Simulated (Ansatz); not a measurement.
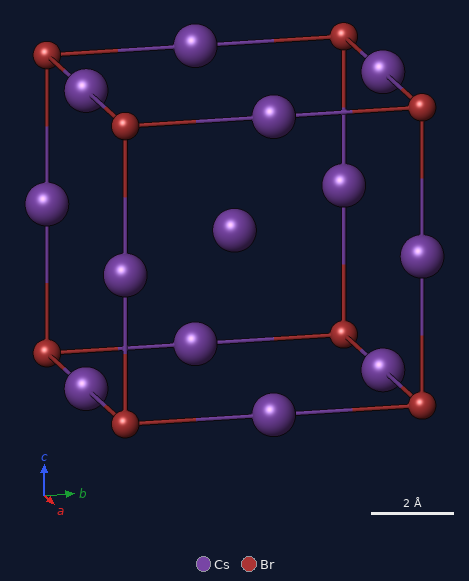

Normal modes of crystalline Cs4Br (a generated structure), space group Pm-3m (No. 221), at the zone centre. A ball-and-stick model of the cell of the calculation, seen slightly off an axis.

The calculation used DFT PBE, scalar-relativistic, plane waves, PAW (Ansatz).

The input:
```yaml
crystal:
  lattice:
    - [7.5581468, 0.0, 0.0]
    - [0.0, 7.5581468, 0.0]
    - [0.0, 0.0, 7.5581468]
  atoms:
    - { symbol: Cs, position: [0.5, 0.0, 0.0] }
    - { symbol: Cs, position: [0.0, 0.5, 0.0] }
    - { symbol: Cs, position: [0.0, 0.0, 0.5] }
    - { symbol: Cs, position: [0.5, 0.5, 0.5] }
    - { symbol: Br, position: [0.0, 0.0, 0.0] }
basis:
  ecutwfc: 420
kpoints:
  mp_grid: { grid: [6, 6, 6] }
hamiltonian:
  xc: pbe
scf:
  occupations: { method: fermi_dirac, width: 0.15 }
output:
  eigenvalues: true
phonons:
  method: dfpt
  eigenvectors: true
```

Launched with:
```bash
ansatz run input.yaml --threads 1 --pin off --max-ram 3072MiB --backend cpu --events-out ev --progress --plain --runs-dir out
```

The frequencies depend somewhat on the k-mesh and the smearing.

Give the spectrum at this point.

Answer. The calculation's cell holds 5 atoms, so there are 12 optical modes, in 4 levels. The optical modes span 3T₁u + T₂u. No level is unstable.

| level | symmetry | frequency (cm⁻¹) | activity |
| --- | --- | --- | --- |
| 1 | T₁u | 24 | infrared-active |
| 2 | T₂u | 27 | silent |
| 3 | T₁u | 40 | infrared-active |
| 4 | T₁u | 48 | infrared-active |

The crystal is a metal, so free carriers screen the infrared response.

The displacement patterns (one member of each degenerate set):

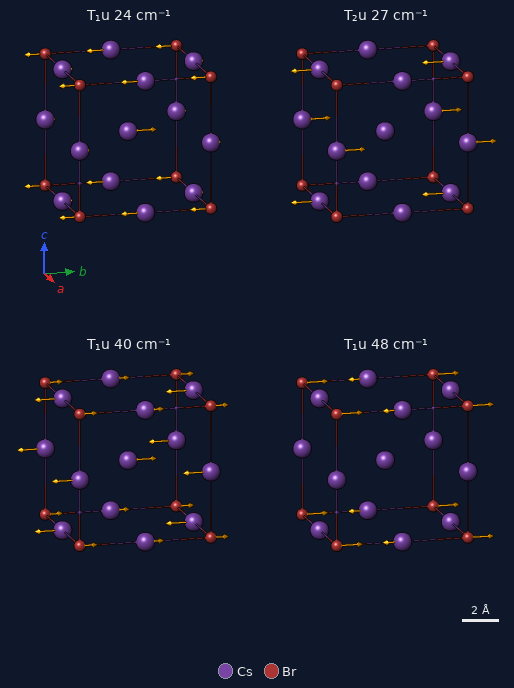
